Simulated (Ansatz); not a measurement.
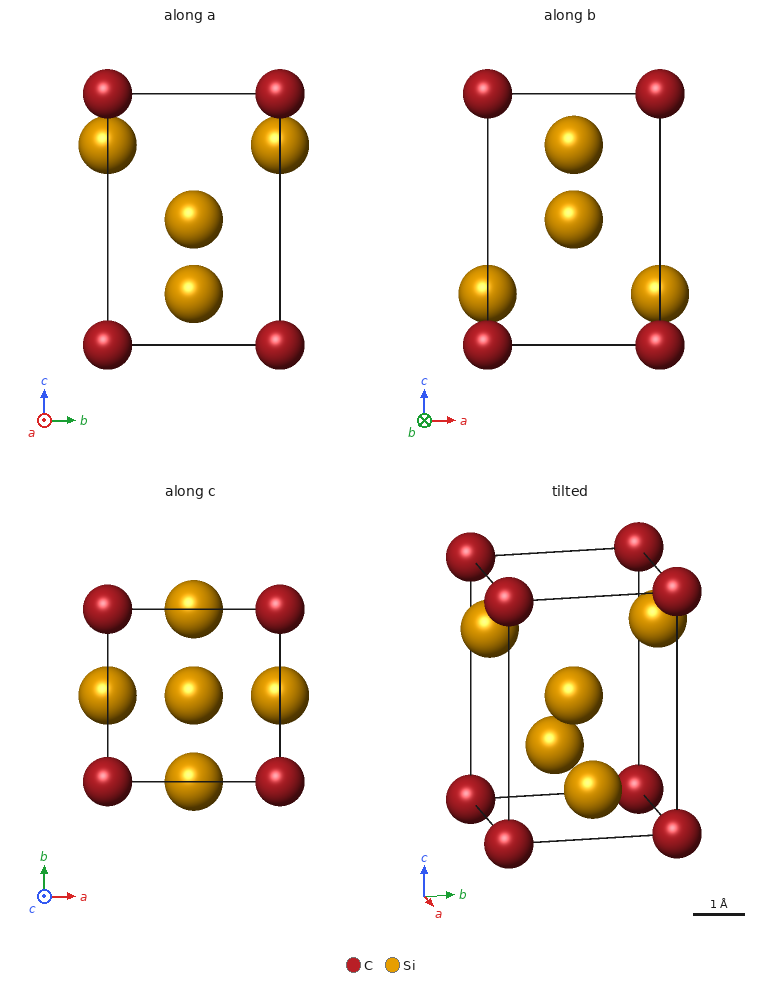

This spheres-only model is shown along the a axis, along the b axis, along the c axis and slightly off an axis. The parallelepiped is the conventional unit cell.

Lattice parameters: a = 3.432 Å, b = 3.432 Å, c = 5.000 Å, α = 90.00°, β = 90.00°, γ = 90.00°.

**Convert the drawing into a table of Wyckoff sites, with free fractional coordinates to two decimals.**

Space group P-4m2 (No. 115).
```csv
atom,site,x,y,z
C,1a,0.00,0.00,0.00
Si,2g,0.00,0.50,0.20
Si,1c,0.50,0.50,0.50
```

Origin of the cell: a structure type filled with these elements by a generator (whether the compound takes this form wasn't checked). Earlier steps of the study may have refined or changed the cell and positions. It was the input of a calculation with Ansatz.
